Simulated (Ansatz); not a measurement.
```xyz
25
Lattice="4.9301 0.0000 0.0000 -2.4650 4.2696 0.0000 0.0000 0.0000 25.6987" Properties=species:S:1:pos:R:3 pbc="T T T"
C     2.4650    2.8464    8.5001
C     3.6975    0.7116    8.5001
C     0.0000    2.8464    8.5001
C     1.2325    0.7116    8.5001
C     2.4651    1.4232    8.5016
C     1.2325    3.5580    8.5016
C     0.0000    1.4232    8.5016
C    -1.2325    3.5580    8.5016
C    -1.2325    3.5580   11.8687
C     0.0001    1.4233   11.8684
C     1.2325    3.5579   11.8684
C     2.4649    1.4233   11.8684
C    -1.2325    2.1348   11.8695
C     0.0000    0.0000   11.8695
C     1.2325    2.1348   11.8690
C     2.4650    0.0000   11.8695
C    -0.0205    4.2578   15.2555
C     1.2325    2.1348   15.2473
C    -2.4446    4.2578   15.2555
C    -1.2325    2.1585   15.2555
C     0.0032    2.8445   15.2620
C     1.2325    0.7153   15.2620
C     2.4618    2.8445   15.2620
C     3.6975    0.7116   15.3069
C     3.6975    0.7116   16.8329
```

Spin-polarised.

Computed with DFT PBE+D3(BJ), scalar-relativistic, plane waves, PAW in Ansatz 0.2.0.

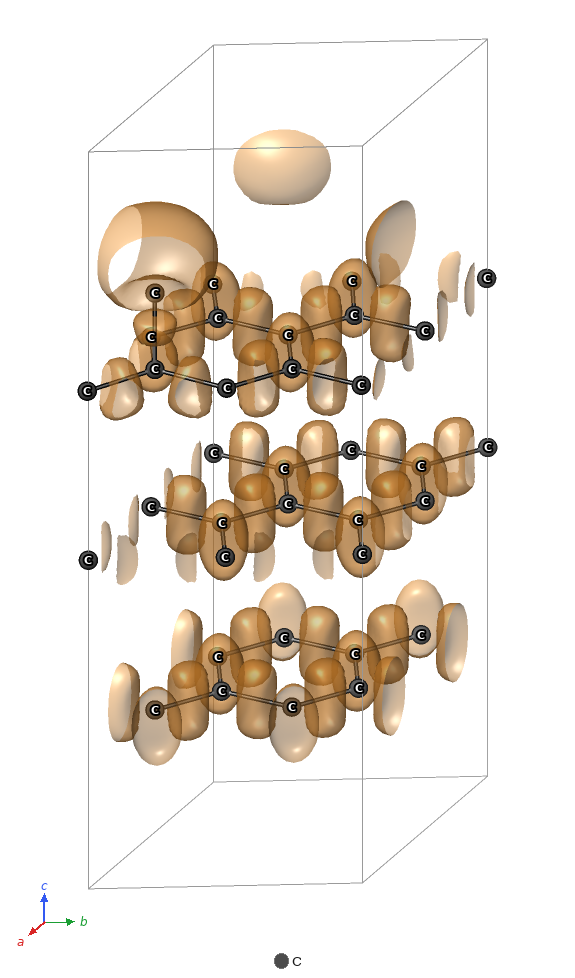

C (slab). Isosurface of the electron localisation function at 0.75 (orange), seen at an oblique angle. Only the valence region is drawn (cores and ρ < 0.01 e/Å³ removed). Sticks mark near contacts.

Q: What do the ELF domains correspond to?

A: The surface consists of 37 regions between bonded C–C atoms and one lobe on C, pointing away from the bonds (lone pairs), counted in one cell of 25 atoms. Counts are for one cell; the picture repeats the cell along the surface. Profiles from the grid: C–C (1.41 Å): the ELF peaks at about 0.95 between the atoms. C–C (1.53 Å): the ELF peaks at about 0.90 between the atoms.
